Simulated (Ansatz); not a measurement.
System: Al₂Cu.

The calculation's input:

```
crystal:
  lattice:
    - [-3.061158117, 3.0781484332, 2.4349550704]
    - [3.0808059965, -3.0567882435, 2.4328327993]
    - [2.9846581546, 2.9802882811, -2.4084808295]
  atoms:
    - { symbol: Al, position: [0.1592664092, 0.6580907782, 0.8208677674] }
    - { symbol: Al, position: [0.6521297512, 0.8355303079, 0.4952147005] }
    - { symbol: Al, position: [0.8491196732, 0.3454471037, 0.184273852] }
    - { symbol: Al, position: [0.3427266053, 0.1598110744, 0.5006354922] }
    - { symbol: Cu, position: [0.7505278368, 0.7496156543, 0.0008662205] }
    - { symbol: Cu, position: [0.2462297242, 0.2515050815, -0.0018580326] }
basis:
  ecutwfc: 420
kpoints:
  mp_grid: { grid: [10, 10, 10] }
hamiltonian:
  xc: pbe
scf:
  occupations: { method: gaussian, width: 0.15 }
output:
  forces: true
  stress: true
  eigenvalues: true
  write_density: true
  write_potential: true
  elf: true
  volumetric_format: npy
```

Run with:

```sh
ansatz run input.yaml --threads 2 --pin off --max-ram 5120MiB --backend cpu --events-out ev --progress --plain --runs-dir out
```

Below, planes, directions and counts refer to the conventional cell (a = 4.86 Å, b = 4.87 Å, c = 4.98 Å, α = 60.74°, β = 76.18°, γ = 60.61°).

Space group P1; computed without spin polarisation.

Method: Ansatz, DFT PBE, scalar-relativistic, plane waves, PAW.

What will maps of the valence pseudo-density and electron localisation function show?

Al–Al (2.75 Å): ρ is about 0.24 e/Å³ halfway; the ELF peaks at about 0.85 between the atoms.

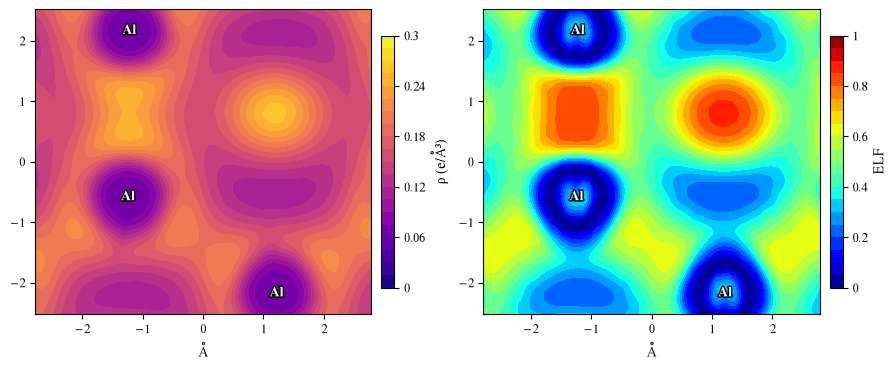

Computed valence pseudo-density and electron localisation function on the (100) plane of the conventional cell, in this order. 

The density is the valence pseudo-density of a PAW calculation; it isn't the true density close to the nuclei.
